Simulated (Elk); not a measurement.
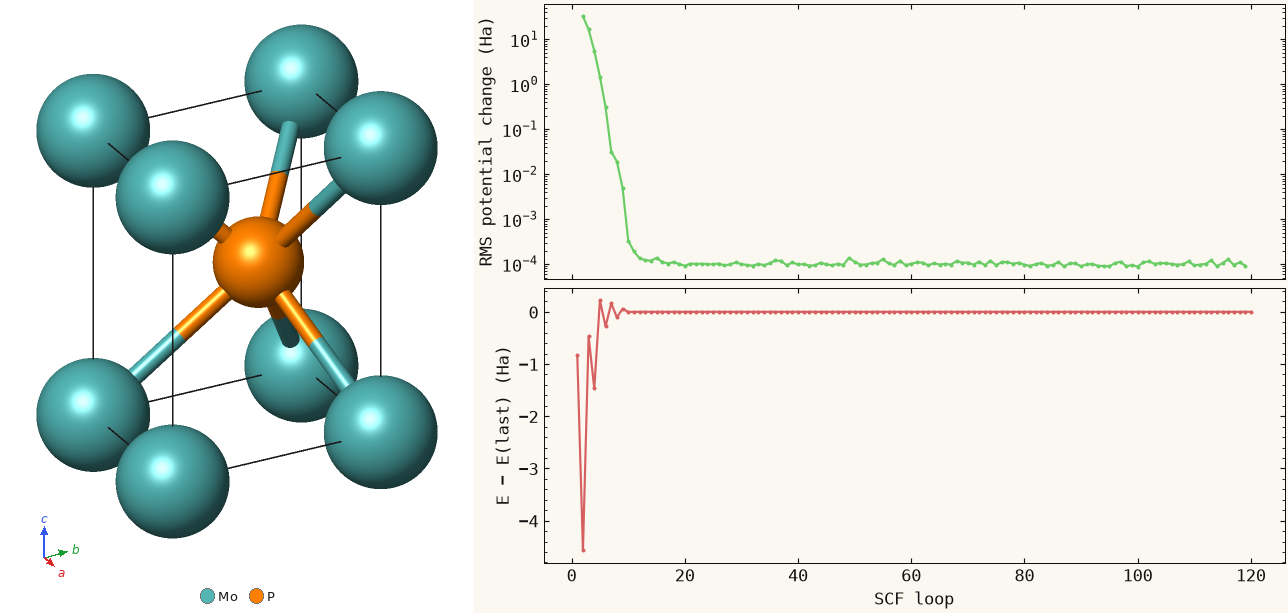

Beside the plot: the structure in its conventional cell.

The plot shows the SCF loops of a calculation: RMS potential change, total energy less its last value. The target for the potential change is 10⁻⁶ Ha, and the program also tests an averaged energy change.

The run: MoP (P-6m2, 2 atoms in the cell), by DFT, PBE, all-electron APW+lo, Dirac cores, scalar-relativistic bands in Elk; R·Gmax 8, smearing of 0.082 eV, 10×10×9 k-mesh.
Setting under test: finite nucleus.

Q: How did this run end?

A: The run gave up at step 120 without converging. The potential change stalls around 10⁻⁴ from about step 11 on.
